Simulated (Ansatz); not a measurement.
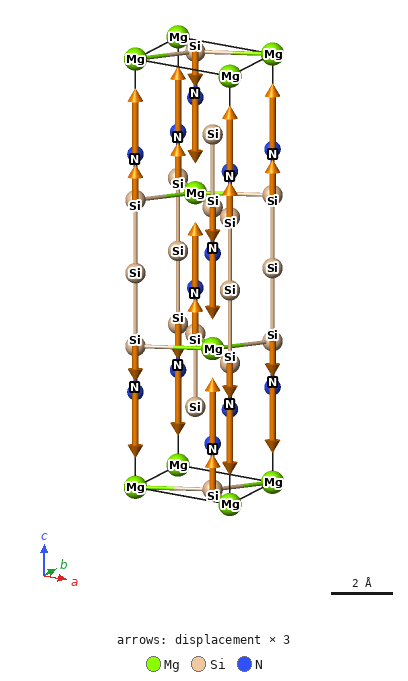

This is a relaxation of a crystal of MgSi3N2 (a generated structure, set up in R-3m) (coarse preliminary run). The starting structure is drawn; orange arrows show the displacements (the part carried along by the change of the cell is left out), 3 times their true length.

The picture is a ball-and-stick view of the conventional cell (3 times the calculation's cell), seen slightly off an axis. Lengths and directions refer to the drawn axes.

Computed with Ansatz 0.2.0, DFT PBE, scalar-relativistic, plane waves, PAW. Settings: plane-wave cutoff 420 eV; k-point mesh 6 × 6 × 6; occupations gaussian; smearing width 0.1 eV; no spin polarisation; cell and atoms relaxed; force threshold 0.04 eV/Å; at most 70 steps.

Atoms of which element are displaced furthest, and by how much?

Nitrogen: up to 0.74 Å, against 0.40 Å for silicon.

What happened in the run?

Over 7 accepted moves (8 points after the start) the energy falls by 481 meV per atom. Largest force component: 6.4 eV/Å at the start, 0.013 eV/Å at the end. The pressure goes from 10.93 to −0.03 GPa. At 1 point the geometry stayed and the basis and grid were re-selected for the new cell (energy shift of 0.2 meV per atom at most each time). The largest moves relative to the cell, 0.74 Å, are those of N atoms. By element the largest moves are N 0.74 Å, Si 0.40 Å. Mg stays in place. The volume changes by −9.9 %, with a = b 4.657 → 4.768 Å (+2.4 %), c 14.409 → 12.384 Å (−14.1 %). Among the contacts that change: Mg–N 3.203 → 2.010 Å, N–Si 1.543 → 1.667 Å, Mg–Si 2.689 → 2.789 Å, Si–Si 2.459 → 2.515 Å. New bonds form: Mg–N (3.20 → 2.01 Å). Bond angles that change, for instance: Mg–Si–Si 88.8° → 80.7°, Mg–Si–N 91.2° → 99.3°, Si–Mg–Si 120.0° → 117.4°. The space group stays R-3m (No. 166). The run took 71 s on 1 thread of AMD EPYC (Zen 3), with other jobs on the host, peak memory 0.43 GiB.
